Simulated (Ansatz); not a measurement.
## What a change does: single-point calculation on Ta

System: Ta (P2₁/m, 6 atoms in the cell).
Method of run 1: DFT LDA, scalar-relativistic, plane waves, PAW, PAW set soft_1, no spin polarisation (Ansatz 0.2.0).

The structure derives from an entry of the Crystallography Open Database. Text and figures count atoms from 1; the logs count them from 0 in places.

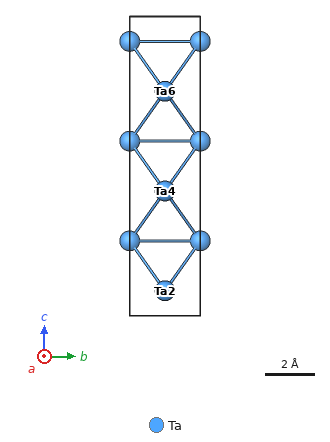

Fig. 1: The structure as given in the input (ball-and-stick view of the cell of the calculation, set on other vectors, along the a axis; atoms are numbered from 1 in the order of the input). An atom can appear more than once, as a periodic image. Near neighbours in the periodic cell (some may lie outside the picture): Ta has 10 Ta at 2.58 to 2.93 Å; Ta has 12 Ta at 2.93 Å.

## Input, run 1
```yaml
crystal:
  lattice:
    - [-2.0699878313, -2.0699878313, 0.0]
    - [2.0699878313, -2.0699878313, 0.0]
    - [0.6899959438, -0.6899959438, 12.4199269876]
  atoms:
    - { symbol: Ta, position: [0.0, -0.30555, 0.91665] }
    - { symbol: Ta, position: [0.5, 0.4722277778, 0.0833166667] }
    - { symbol: Ta, position: [0.0, -0.0833277778, 0.2499833333] }
    - { symbol: Ta, position: [0.5, 0.3611166667, 0.41665] }
    - { symbol: Ta, position: [0.0, -0.1944388889, 0.5833166667] }
    - { symbol: Ta, position: [0.5, 0.2500055556, 0.7499833333] }
basis:
  ecutwfc: 420
kpoints:
  mp_grid: { grid: [15, 15, 4] }
hamiltonian:
  xc: lda
  pseudopotentials: { kind: paw, azcp: { folder: soft_1 } }
scf:
  occupations: { method: gaussian, width: 0.15 }
output:
  forces: true
  stress: true
  eigenvalues: true
```

Launched with:
```bash
ansatz run input.yaml --threads 2 --pin off --max-ram 4096MiB --backend cpu --events-out ev --progress --plain --runs-dir out
```

Hardware: 2 threads of Arm Neoverse N1, 98 GiB of memory available, shared host.

## Output, shortened to warnings, some set-up lines, iterations and results (run 1)
```
Warning: [file] the record states the generating functional pbe (its physics header spells it `PBE`), which answers neither for hamiltonian.xc's functional nor for the lda family's — results may be inconsistent (PPs are generated against a specific XC)
Basis set: ecut = 420 eV, 2047 PW (Γ)
Symmetry: 4 space group operations
k-points: 248 of 900
Initial density: superposition of atomic densities (chi_scale 0.1, normalization cell)
[...]
SCF iter   1: F=—  HF=-58098.523578 eV  |F-HF|=—  |Δ(HF+E_count)|=         —  Δρ=4.46e-2  dr2=2.60e0  ethr=3.10e-3  ⟨swp⟩=4.9  Hψ=43942  notcnv=0
SCF iter   2: F=—  HF=-58098.011460 eV  |F-HF|=—  |Δ(HF+E_count)|=   5.12e-1  Δρ=2.65e-2  dr2=7.58e-1  ethr=3.10e-3  ⟨swp⟩=2.0  Hψ=14939  notcnv=0  defer=306
SCF iter   3: F=—  HF=-58097.747924 eV  |F-HF|=—  |Δ(HF+E_count)|=   2.64e-1  Δρ=3.36e-3  dr2=1.38e-2  ethr=9.72e-4  ⟨swp⟩=2.8  Hψ=20553  notcnv=0  defer=309
SCF iter   4: F=—  HF=-58097.744639 eV  |F-HF|=—  |Δ(HF+E_count)|=   3.28e-3  Δρ=3.20e-4  dr2=1.33e-4  ethr=1.77e-5  ⟨swp⟩=2.0  Hψ=14484  notcnv=0  defer=309
SCF iter   5: F=—  HF=-58097.744613 eV  |F-HF|=—  |Δ(HF+E_count)|=   2.69e-5  Δρ=7.13e-5  dr2=1.41e-5  ethr=1.71e-7  ⟨swp⟩=2.2  Hψ=19725  notcnv=0  defer=309
SCF iter   6: F=—  HF=-58097.744610 eV  |F-HF|=—  |Δ(HF+E_count)|=   2.74e-6  Δρ=1.60e-5  dr2=3.85e-7  ethr=1.80e-8  ⟨swp⟩=2.0  Hψ=14067  notcnv=0  defer=309
SCF iter   7: F=-58097.744610 eV  HF=-58097.744610 eV  |F-HF|=7.28e-9  |Δ(HF+E_count)|=   9.49e-8  Δρ=3.26e-6  dr2=1.43e-8  ethr=1.28e-10  ⟨swp⟩=9.6  Hψ=43867  notcnv=0
SCF 1 converged in 7 iterations: F = -58097.744610 eV  dr2 = 1.43e-8
SCF converged after 7 iterations
Free energy (F): -58097.744610 eV
Harris-Foulkes:  -58097.744610 eV  (|F-HF|=7.28e-9)
Internal energy: -58097.655574 eV  (E = F + TS)
E sigma→0 (E₀):  -58097.700092 eV
Entropy (-TS):   -0.089035 eV (-14.839 meV/atom)
Fermi energy:    18.874087 eV
--- Per-component energies (eV) ---
  E_band       = -629.207904
  E_kinetic    = 2372.244675
  E_local      = -3313.410419  (includes V_loc(G=0)·N_el)
  E_nonlocal   = -34.712937
  E_hartree    = 1199.947707
  E_xc         = -1913.804959
  E_vxc        = -1407.752067  (∫ρ·V_xc dr)
  E_paw        = -48346.401642  (= ΣΔE_a)
  E_vpaw       = -645.470806  (= ΣTr[D̂ρ^β])
  E_aug_tail   = 0.000585  (compensation charges beyond the density's cutoff)
  E_ewald      = -8063.072566
  E_core_change = 1.553983  (= ΣΔE_core)
  E_smearing   = -0.089035  (= −TS)
  E_closure    = 0.000000  (closes the sum)
  Σ components = -58097.744610   (vs F -58097.744610, Δ=0.00e0)
--- Forces (eV/Å), atoms counted from 1 ---
  atom   1  Ta     0.95975232    -0.95975232    -1.45320709
  atom   2  Ta    -0.95975232     0.95975232     1.45320709
  atom   3  Ta     0.07932696    -0.07932696     0.18017483
  atom   4  Ta     0.01387194    -0.01387194    -0.08640977
  atom   5  Ta    -0.01387194     0.01387194     0.08640977
  atom   6  Ta    -0.07932696     0.07932696    -0.18017483
  max |Σ_I F_I| component: 2.78e-17 eV/Å
--- Stress (GPa, compression-positive) ---
       -0.047278       2.800664      -2.412787
        2.800664      -0.047278       2.412787
       -2.412787       2.412787       7.033973
  P = ⅓ Tr σ = 2.3131 GPa (23.131 kbar)
```

The input of run 2 differs as follows (lines with − go, lines with + come):
```diff
-    - [0.6899959438, -0.6899959438, 12.4199269876]
+    - [0.0, -0.6899959438, 12.4199269876]
-    - { symbol: Ta, position: [0.0, -0.30555, 0.91665] }
-    - { symbol: Ta, position: [0.5, 0.4722277778, 0.0833166667] }
-    - { symbol: Ta, position: [0.0, -0.0833277778, 0.2499833333] }
-    - { symbol: Ta, position: [0.5, 0.3611166667, 0.41665] }
-    - { symbol: Ta, position: [0.0, -0.1944388889, 0.5833166667] }
-    - { symbol: Ta, position: [0.5, 0.2500055556, 0.7499833333] }
+    - { symbol: Ta, position: [-0.152775, -0.152775, 0.91665] }
+    - { symbol: Ta, position: [0.4861138889, 0.4861138889, 0.0833166667] }
+    - { symbol: Ta, position: [-0.0416638889, -0.0416638889, 0.2499833333] }
+    - { symbol: Ta, position: [0.4305583333, 0.4305583333, 0.41665] }
+    - { symbol: Ta, position: [-0.0972194444, -0.0972194444, 0.5833166667] }
+    - { symbol: Ta, position: [0.3750027778, 0.3750027778, 0.7499833333] }
```

What does this change do to the results?

With the same functional and potentials, run 2 lies 57.4 meV per atom lower. The pressure goes from 2.31 to 0.94 GPa. The largest force goes from 1.988 to 1.504 eV/Å. The number of SCF iterations is the same. The plane waves at Γ go from 2047 to 2045.

## Output, shortened to warnings, some set-up lines, iterations and results (run 2)
```
Warning: [file] the record states the generating functional pbe (its physics header spells it `PBE`), which answers neither for hamiltonian.xc's functional nor for the lda family's — results may be inconsistent (PPs are generated against a specific XC)
Basis set: ecut = 420 eV, 2045 PW (Γ)
Symmetry: 4 space group operations
k-points: 248 of 900
Initial density: superposition of atomic densities (chi_scale 0.1, normalization cell)
[...]
SCF iter   1: F=—  HF=-58098.878407 eV  |F-HF|=—  |Δ(HF+E_count)|=         —  Δρ=4.45e-2  dr2=2.95e0  ethr=3.10e-3  ⟨swp⟩=4.9  Hψ=43841  notcnv=0
SCF iter   2: F=—  HF=-58098.337576 eV  |F-HF|=—  |Δ(HF+E_count)|=   5.41e-1  Δρ=2.54e-2  dr2=6.77e-1  ethr=3.10e-3  ⟨swp⟩=2.0  Hψ=14991  notcnv=0  defer=303
SCF iter   3: F=—  HF=-58098.122223 eV  |F-HF|=—  |Δ(HF+E_count)|=   2.15e-1  Δρ=1.01e-2  dr2=1.10e-1  ethr=8.67e-4  ⟨swp⟩=3.0  Hψ=20519  notcnv=0  defer=307
SCF iter   4: F=—  HF=-58098.089345 eV  |F-HF|=—  |Δ(HF+E_count)|=   3.29e-2  Δρ=6.87e-4  dr2=3.50e-4  ethr=1.41e-4  ⟨swp⟩=2.9  Hψ=20866  notcnv=0  defer=307
SCF iter   5: F=—  HF=-58098.089256 eV  |F-HF|=—  |Δ(HF+E_count)|=   8.93e-5  Δρ=1.25e-4  dr2=2.65e-5  ethr=4.49e-7  ⟨swp⟩=2.0  Hψ=21005  notcnv=0  defer=307
SCF iter   6: F=—  HF=-58098.089250 eV  |F-HF|=—  |Δ(HF+E_count)|=   5.09e-6  Δρ=2.66e-5  dr2=9.43e-7  ethr=3.40e-8  ⟨swp⟩=2.2  Hψ=16388  notcnv=0  defer=307
SCF iter   7: F=-58098.089250 eV  HF=-58098.089250 eV  |F-HF|=3.61e-8  |Δ(HF+E_count)|=   2.55e-7  Δρ=5.17e-6  dr2=5.50e-8  ethr=1.28e-10  ⟨swp⟩=9.6  Hψ=46994  notcnv=0
SCF 1 converged in 7 iterations: F = -58098.089250 eV  dr2 = 5.50e-8
SCF converged after 7 iterations
Free energy (F): -58098.089250 eV
Harris-Foulkes:  -58098.089250 eV  (|F-HF|=3.61e-8)
Internal energy: -58098.004349 eV  (E = F + TS)
E sigma→0 (E₀):  -58098.046799 eV
Entropy (-TS):   -0.084901 eV (-14.150 meV/atom)
Fermi energy:    18.849550 eV
--- Per-component energies (eV) ---
  E_band       = -629.289405
  E_kinetic    = 2370.770022
  E_local      = -3299.889925  (includes V_loc(G=0)·N_el)
  E_nonlocal   = -34.869334
  E_hartree    = 1193.710336
  E_xc         = -1913.434471
  E_vxc        = -1407.300981  (∫ρ·V_xc dr)
  E_paw        = -48346.323552  (= ΣΔE_a)
  E_vpaw       = -645.415690  (= ΣTr[D̂ρ^β])
  E_aug_tail   = 0.000584  (compensation charges beyond the density's cutoff)
  E_ewald      = -8069.521993
  E_core_change = 1.553983  (= ΣΔE_core)
  E_smearing   = -0.084901  (= −TS)
  E_closure    = 0.000000  (closes the sum)
  Σ components = -58098.089250   (vs F -58098.089250, Δ=0.00e0)
--- Forces (eV/Å), atoms counted from 1 ---
  atom   1  Ta     0.00000000    -1.42731838    -0.47390379
  atom   2  Ta     0.00000000     1.42731838     0.47390379
  atom   3  Ta     0.00000000    -0.30377408     0.05644625
  atom   4  Ta     0.00000000    -0.00453151     0.05329004
  atom   5  Ta     0.00000000     0.00453151    -0.05329004
  atom   6  Ta     0.00000000     0.30377408    -0.05644625
  max |Σ_I F_I| component: 4.86e-17 eV/Å
--- Stress (GPa, compression-positive) ---
       -0.663511       0.000000       0.000000
        0.000000      -0.664787       1.752785
        0.000000       1.752785       4.156983
  P = ⅓ Tr σ = 0.9429 GPa (9.429 kbar)
```

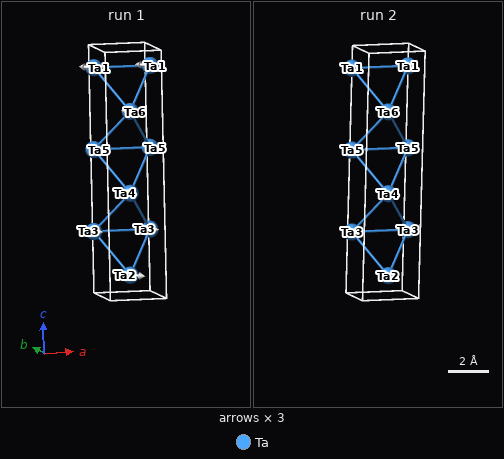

Fig. 2: The two input geometries at one scale (ball-and-stick view of the cell of the calculation, seen slightly off an axis). The white arrows on the first give the shifts of the atoms relative to the cell, with their mean removed, magnified 3 times. The largest moves relative to the cell, 0.29 Å, are those of Ta1 and Ta2. (The mean shift of all atoms is removed.) The drawn cell changes at constant volume: a = b stay at 2.927 Å, c 12.458 → 12.439 Å (−0.2 %), α 85.5° → 87.8°, β 90.0° → 87.8°. Among the contacts that change: Ta1–Ta2 3.518 → 3.008 Å.

## The two runs side by side

| quantity | run 1 | run 2 |
| --- | --- | --- |
| outcome | converged | converged |
| free energy per atom (eV) | −9682.9574 | −9683.0149 |
| energy per atom, smearing taken to zero (eV) | −9682.9500 | −9683.0078 |
| gap on the mesh (eV) | 0.00 | 0.00 |
| pressure (GPa) | 2.31 | 0.94 |
| largest force (eV/Å) | 1.988 | 1.504 |
| SCF iterations | 7 | 7 |
| irreducible k-points | 248 | 248 |
| plane waves at Γ | 2047 | 2045 |
| wall time (shared host) | 57 s | 60 s |

For both runs: Warnings: the PAW datasets were made with another functional. Spin–orbit coupling is left out, which matters for Ta.
